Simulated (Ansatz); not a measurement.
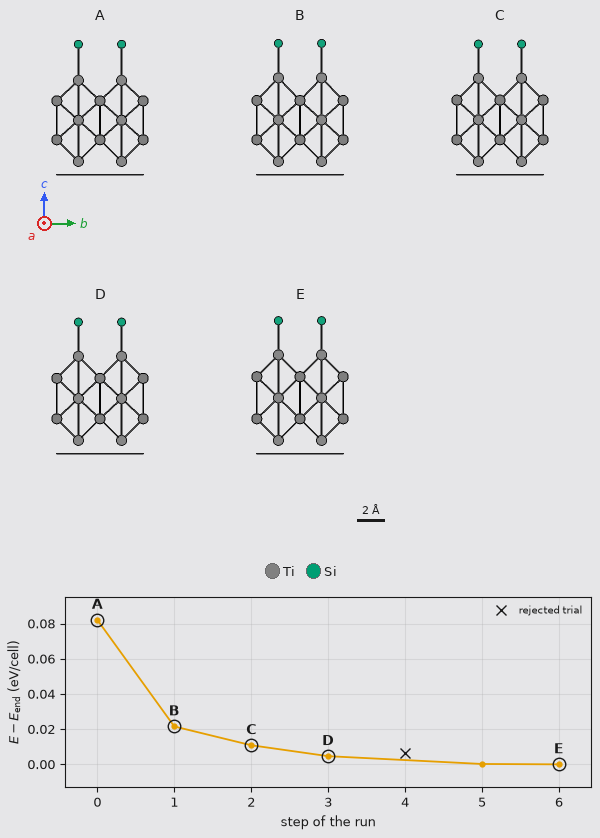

Frames of a constrained relaxation of a slab of composition Ti5Si (cut from the Im-3m phase), marked on the history of the run. Style: ball-and-stick. Shown: the 2 × 2 repeat of the cell, outlined in the plane, without the vacuum, along the a axis.

Case: Si put at a top Ti site. The slab is the (1 0 0) face of Ti with Si on it. 2 atoms are held fixed.

Theory: DFT r2SCAN, scalar-relativistic, plane waves, PAW in Ansatz. Settings: plane-wave cutoff 500 eV; k-point mesh 9 × 9 × 1; occupations gaussian; smearing width 0.1 eV; no spin polarisation; dipole correction; atoms relaxed in a fixed cell; force threshold 0.03 eV/Å; at most 70 steps.

Question: Describe the path.

Answer: After 5 accepted moves (6 points after the start) the energy has fallen by 82.1 meV per cell of the calculation. Largest force component: 0.97 eV/Å at the start, 0.014 eV/Å at the end. The line search rejected the trial step at point 4 of the run. The atom that moves furthest is a Ti atom (0.34 Å along the normal (+c)). Largest moves by element: Ti 0.34 Å, Si 0.20 Å. The lattice vectors keep their values. Among the contacts that change: Ti–Ti 2.928 → 3.166 Å, Ti–Ti 2.998 → 3.235 Å, Si–Ti 2.720 → 2.580 Å, Ti–Ti 3.094 → 3.198 Å. Among the angles between lasting bonds that change: Ti–Ti–Ti 112.4° → 109.0°. From step 0 to 1: a Ti atom moves most (0.19 Å), energy −60.6 meV per cell of the calculation. From step 1 to 2: the Si atom moves most (0.06 Å), energy −10.7 meV per cell of the calculation. From step 2 to 3: Ti and Si atoms move most (0.07 Å), energy −6.2 meV per cell of the calculation. From step 3 to 6: a Ti atom moves most (0.12 Å), energy −4.7 meV per cell of the calculation.

```
step  E − E(0), meV/atom  largest force component, eV/Å      note
   0                0.00                         0.9714          
   1              -10.10                         0.3880          
   2              -11.88                         0.1034          
   3              -12.91                         0.1130          
   4              -12.63                         0.1411  rejected
   5              -13.65                         0.0185          
   6              -13.69                         0.0137
```

Limits of the set-up: the periodic images lie only 3.3 Å apart, so the values are limited by the cell's size.
